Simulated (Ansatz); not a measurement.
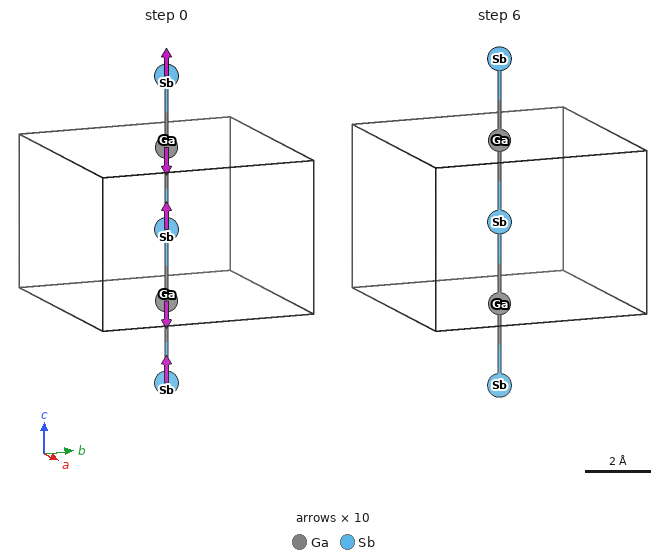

The structure of a wire of composition GaSb before (left) and after (right) a relaxation, at one scale. The purple arrows give the displacements (the part carried along by the change of the cell is left out), 10 times their true length.

The picture is a ball-and-stick view of the cell of the calculation, with the vacuum cut short, seen slightly off an axis.

Case: dimerised chain of atoms.

Computed with DFT PBE, scalar-relativistic, plane waves, PAW (Ansatz). Settings: plane-wave cutoff 420 eV; k-point mesh 1 × 1 × 13; occupations gaussian; smearing width 0.05 eV; collinear spin; cell relaxed at fixed a, b, alpha, beta, gamma; force threshold 0.01 eV/Å; at most 45 steps.

Question: Summarise the run.

Answer: The energy falls by 0.439 eV per cell of the calculation in 5 accepted moves (6 points after the start). The largest force component goes from 3.2 to 0.0002 eV/Å. At 1 point the geometry stayed and the basis and grid were re-selected for the new cell (energy shift of 0.6 meV per cell of the calculation at most each time). The largest moves relative to the layer's centre, 0.090 Å, are those of Ga and Sb atoms. Largest moves by element: Ga 0.090 Å, Sb 0.090 Å. Along the periodic axis the drawn cell goes c 4.843 → 5.153 Å (+6.4 %). Some distances before and after: Ga–Sb 2.252 → 2.576 Å, Ga–Sb 2.591 → 2.576 Å. The program noted that the starting moments weren't kept. The run may lie on a higher electronic state than the lowest, so the end point isn't shown to be the ground-state structure.

Limits of the set-up: the k-point mesh is coarse for a cell with partly filled bands.
